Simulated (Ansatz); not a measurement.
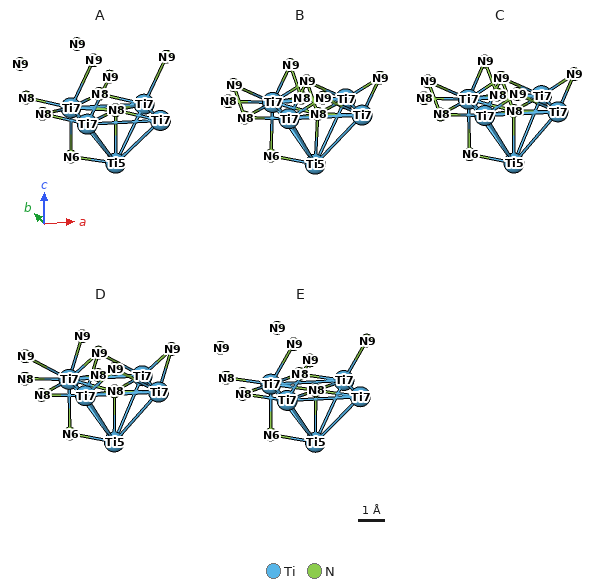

5 geometries from one constrained relaxation of a slab of composition Ti$_{4}$N$_{5}$ (cut from the Fm-3m phase), in shuffled order. A ball-and-stick model of the atoms within 4.2 Å of the atom that moves most (axes of the 3 × 3 repeat of the cell, outlined in the plane, without the vacuum), seen slightly off an axis.

Case: N put at a bridge N-Ti site. The slab is the (1 0 0) face of TiN with N on it. 4 atoms are held fixed.

Theory: DFT PBEsol, scalar-relativistic, plane waves, PAW in Ansatz 0.2.0. Set-up: plane-wave cutoff 420 eV; k-point mesh 10 × 10 × 1; occupations gaussian; smearing width 0.1 eV; no spin polarisation; dipole correction; atoms relaxed in a fixed cell; force threshold 0.03 eV/Å; at most 70 steps.

> Order the frames from highest to lowest energy.

A, E, D, C, B. They are steps 0, 1, 3, 4, 9, at +3.857 eV per cell of the calculation, +2.746 eV per cell of the calculation, +0.767 eV per cell of the calculation, +0.116 eV per cell of the calculation relative to the last. Over 9 geometry steps the energy falls by 3.857 eV per cell of the calculation. Largest force component: 4.4 eV/Å at the start, 0.0087 eV/Å at the end. The atom that moves furthest is N9 (1.00 Å at 39° to the normal (−c side)). By element the largest moves are N 1.00 Å, Ti 0.24 Å. The cell doesn't change. Near-neighbour distances that change, for instance: N8–N9 2.171 → 1.366 Å, Ti7–N9 3.126 → 2.404 Å, Ti7–N9 (another image) 2.314 → 1.922 Å, Ti5–Ti7 2.897 → 3.156 Å. New bonds form, among them: N8–N9 (2.17 → 1.37 Å). Among the angles between lasting bonds that change: Ti5–N8–Ti7 85.6° → 99.0°, Ti5–N8–Ti7 85.6° → 95.6°, Ti5–N8–Ti7 85.6° → 92.2°. The run took 3 min on 2 threads of Arm Neoverse V2, on a shared host, peak memory 0.58 GiB.

Limits of the set-up: the cell has an odd number of electrons but was run without spin polarisation; the periodic images lie only 3.0 Å apart, so the values are limited by the cell's size.
